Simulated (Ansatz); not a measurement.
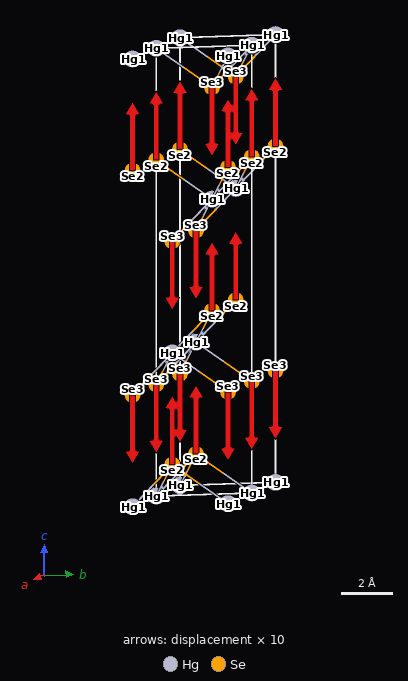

A relaxation of a crystal of HgSe$_{2}$ (built on the cadmium chloride_166 type) (coarse preliminary run). The starting structure is drawn; red arrows show the displacements (the part carried along by the change of the cell is left out), 10 times their true length.

A ball-and-stick model of the conventional cell (3 times the calculation's cell), repeated 2 × 1 × 1 with one cell outlined, seen slightly off an axis. Lengths and directions refer to the drawn axes.

Case: cadmium chloride type (R-3m, No. 166).

The calculation used Ansatz, DFT PBE, scalar-relativistic, plane waves, PAW.

Input
```yaml
crystal:
  lattice:
    - [1.9699931395, 1.1373760694, 5.9498832309]
    - [-1.9699931395, 1.1373760694, 5.9498832309]
    - [0.0, -2.2747521388, 5.9498832309]
  atoms:
    - { symbol: Hg, position: [0.0, 0.0, 0.0] }
    - { symbol: Se, position: [0.75, 0.75, 0.75] }
    - { symbol: Se, position: [0.25, 0.25, 0.25] }
basis:
  ecutwfc: 420
kpoints:
  mp_grid: { grid: [6, 6, 6] }
hamiltonian:
  xc: pbe
scf:
  occupations: { method: gaussian, width: 0.1 }
  lower_state_search: "off"
output:
  forces: true
  stress: true
  eigenvalues: true
relax:
  adjacent_minimum: "off"
  f_tol: 0.04
  max_steps: 70
  cell: { stress_tol: 0.4 }
```

Command:
```bash
ansatz run input.yaml --threads 1 --pin off --max-ram 2560MiB --backend cpu --events-out ev --progress --plain --runs-dir out
```

**What did the optimiser do to the structure, and how much energy did it gain?**

The largest moves relative to the cell, 0.28 Å, are those of Se2 and Se3. Se2 goes along +c. Hg stays in place. The volume changes by −9.4 %, with a = b 3.940 → 3.929 Å (−0.3 %), c 17.850 → 16.263 Å (−8.9 %). Among the contacts that change: Se2–Se3 3.745 → 3.127 Å, Hg1–Se2 2.718 → 2.796 Å. Among the angles between lasting bonds that change: Hg1–Se2–Hg1 92.9° → 89.3°, Se2–Hg1–Se3 87.1° → 90.7°, Se2–Hg1–Se2 92.9° → 89.3°. The space group stays R-3m (No. 166). Over 4 accepted moves (5 points after the start) the energy falls by 0.293 eV per cell of the calculation. Largest force component: 0.7 eV/Å at the start, 0.035 eV/Å at the end. The pressure goes from 1.10 to 0.14 GPa. At 1 point the geometry stayed and the basis and grid were re-selected for the new cell (energy shift of 1.1 meV per cell of the calculation at most each time).
